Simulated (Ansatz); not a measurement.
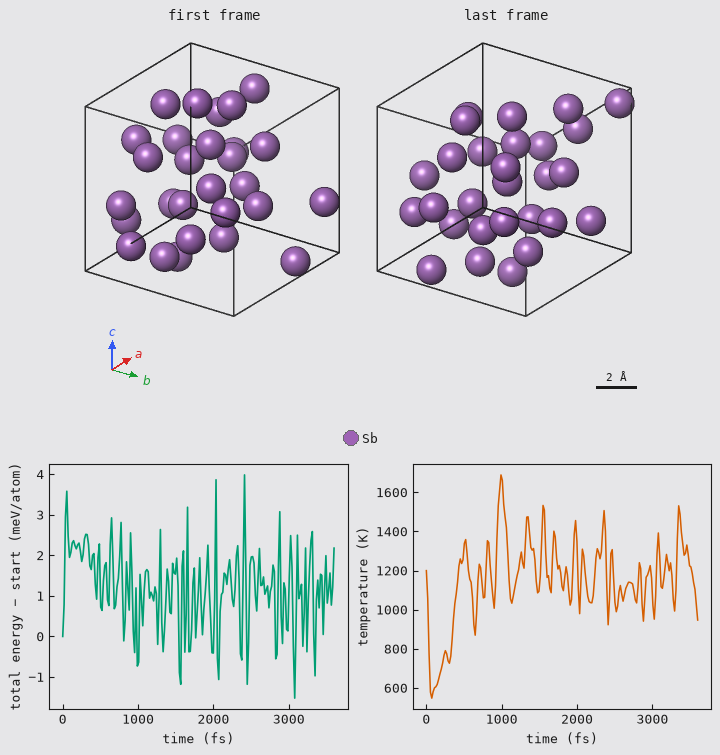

A Born-Oppenheimer molecular dynamics run of Sb with an interstitial Sb (28 atoms in the cell), 3.60 ps long. The picture is a spheres-only view of the simulation cell, seen from a free direction.

Level of theory: DFT PBEsol, scalar-relativistic, plane waves, PAW in Ansatz. Settings: plane-wave cutoff 420 eV; k-point mesh 1 × 1 × 1; Fermi-Dirac smearing 0.15 eV; low-accuracy preset; constant energy (NVE); velocities drawn for 1200 K; time step 18 fs.

The input:
```yaml
accuracy: low
crystal:
  lattice:
    - [9.250031, 0.0, 0.0]
    - [0.0, 9.250031, 0.0]
    - [0.0, 0.0, 9.250031]
  atoms:
    - { symbol: Sb, position: [0.01129255, -0.0139712, -0.01622374] }
    - { symbol: Sb, position: [-0.01823539, -0.09319264, 0.28529093] }
    - { symbol: Sb, position: [-0.02653875, 0.05714509, 0.65448071] }
    - { symbol: Sb, position: [-0.06809068, 0.27448163, 0.06652705] }
    - { symbol: Sb, position: [0.00727709, 0.26333035, 0.37623589] }
    - { symbol: Sb, position: [-0.09918238, 0.34003777, 0.74832494] }
    - { symbol: Sb, position: [0.06255593, 0.57029134, -0.0738118] }
    - { symbol: Sb, position: [0.01508816, 0.60374279, 0.24296987] }
    - { symbol: Sb, position: [0.03176422, 0.56309639, 0.5479866] }
    - { symbol: Sb, position: [0.36599564, 0.04056907, 0.01684462] }
    - { symbol: Sb, position: [0.24920993, 0.05653995, 0.31371097] }
    - { symbol: Sb, position: [0.26788491, 0.14607868, 0.73052573] }
    - { symbol: Sb, position: [0.26583087, 0.33765407, 0.07231522] }
    - { symbol: Sb, position: [0.37187459, 0.38622495, 0.36000159] }
    - { symbol: Sb, position: [0.30742979, 0.47527317, 0.68392688] }
    - { symbol: Sb, position: [0.43830477, 0.58813716, -0.04490422] }
    - { symbol: Sb, position: [0.34625956, 0.68054116, 0.25287202] }
    - { symbol: Sb, position: [0.44873941, 0.74792145, 0.5442189] }
    - { symbol: Sb, position: [0.70171494, -0.08989176, 0.03379143] }
    - { symbol: Sb, position: [0.47699289, 0.07562737, 0.5238749] }
    - { symbol: Sb, position: [0.66889034, 0.05813175, 0.76752222] }
    - { symbol: Sb, position: [0.62047343, 0.2618707, 0.02016204] }
    - { symbol: Sb, position: [0.68255726, 0.35579247, 0.33112948] }
    - { symbol: Sb, position: [0.61971076, 0.39553384, 0.63240089] }
    - { symbol: Sb, position: [0.74522728, 0.60417511, -0.01699919] }
    - { symbol: Sb, position: [0.69601583, 0.66253908, 0.3038173] }
    - { symbol: Sb, position: [0.73372154, 0.68211545, 0.65633546] }
    - { symbol: Sb, position: [0.25082511, 0.8032392, 0.8133065] }
basis:
  ecutwfc: 420.0
kpoints:
  mp_grid: { grid: [1, 1, 1] }
hamiltonian:
  xc: pbesol
scf:
  occupations: { method: fermi_dirac, width: 0.15 }
  lower_state_search: "off"
  max_iter: 94
md:
  timestep: 18
  n_steps: 200
  ensemble: nve
  temperature: 1200.0
  initial_velocities: maxwell_boltzmann
  seed: 741936
```

Run as
```bash
ansatz run input.yaml --threads 4 --pin off --max-ram 10240MiB --backend cpu --events-out ev --progress --plain --runs-dir out
```

> Is this trajectory numerically sound?

The total energy stays between −1.5 and 4 meV per atom of its start. A straight-line fit has a slope that amounts to −0.73 meV per atom over 3.60 ps (0.5 % of the mean kinetic energy), its mean offset in the second half is 0.7 %, and the ripple about the line is 3.8 % of the kinetic energy's fluctuation. With a drift under 2 % and a ripple under 7 %, the integration is accurate. The time step of 18 fs is long for the fastest vibrations here (lightest element antimony). The mean temperature in the second half is 1173 K (standard deviation 132 K). The potential energy in the second half lies on average 4.4 meV per atom above the first frame.

Limits of the set-up: the program's low-accuracy preset was used.

The run took 7.7 min on 4 threads of INTEL(R) XEON(R) PLATINUM 8581C CPU @ 2.30GHz (Emerald Rapids), with other jobs on the host, peak memory 1.1 GiB.
